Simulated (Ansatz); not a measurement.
System: TaN.

Input file:

```
crystal:
  lattice:
    - [2.9217699809, 0.0, 0.0]
    - [-1.4608849905, 2.5303270275, 0.0]
    - [0.0, 0.0, 5.916515]
  atoms:
    - { symbol: Ta, position: [0.0, 0.0, 0.5] }
    - { symbol: Ta, position: [0.0, 0.0, 0.0] }
    - { symbol: "N", position: [0.3333333333, 0.6666666667, 0.25] }
    - { symbol: "N", position: [0.6666666667, 0.3333333333, 0.75] }
hamiltonian:
  xc:
    exchange: pbe
    correlation: pbe
    exx: { coeff: 0.5, omega: 0.2078699 }
  pseudopotentials: { kind: paw }
kpoints:
  mp_grid: { grid: [6, 6, 3] }
scf:
  occupations: { method: fermi_dirac, width: 0.05 }
output:
  forces: true
  stress: true
  eigenvalues: true
  write_density: true
  write_potential: true
  elf: true
  volumetric_format: npy
```

Command:

```sh
ansatz run input.yaml --threads 2 --pin off --max-ram 5632MiB --backend cpu --events-out ev --progress --plain --runs-dir out
```

Below, planes, directions and counts refer to the conventional cell (a = 2.92 Å, b = 2.92 Å, c = 5.92 Å, α = 90.00°, β = 90.00°, γ = 120.00°).

Space group P6₃/mmc; a structure from a database of computed crystals, not necessarily the ambient phase; computed pressure about −18 GPa in this cell.

Theory: Kohn-Sham DFT of a periodic cell, HSE06 form with a typed share of exact exchange, Ansatz PAW in Ansatz 0.2.0.

What can the converged valence pseudo-density and electron localisation function tell about the bonding?

Ta–N (2.24 Å): ρ is about 0.51 e/Å³ halfway; the ELF peaks at about 0.80 in the valence shell of N, 0.7 Å from its nucleus, and is about 0.15 at the midpoint (no localised pair shows between them).

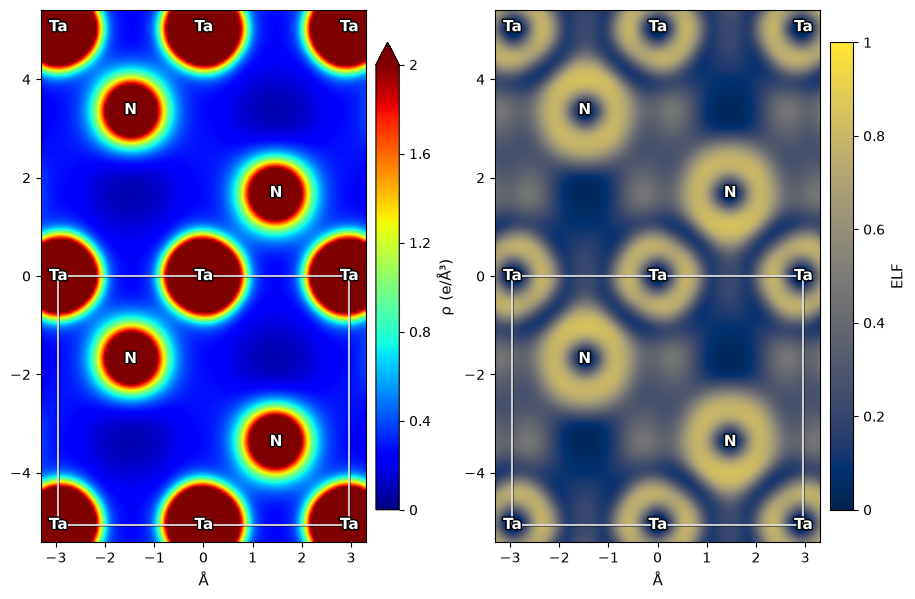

Computed valence pseudo-density and electron localisation function on the (110) plane of the conventional cell, in this order. 

The density is the valence pseudo-density of a PAW calculation; it isn't the true density close to the nuclei.
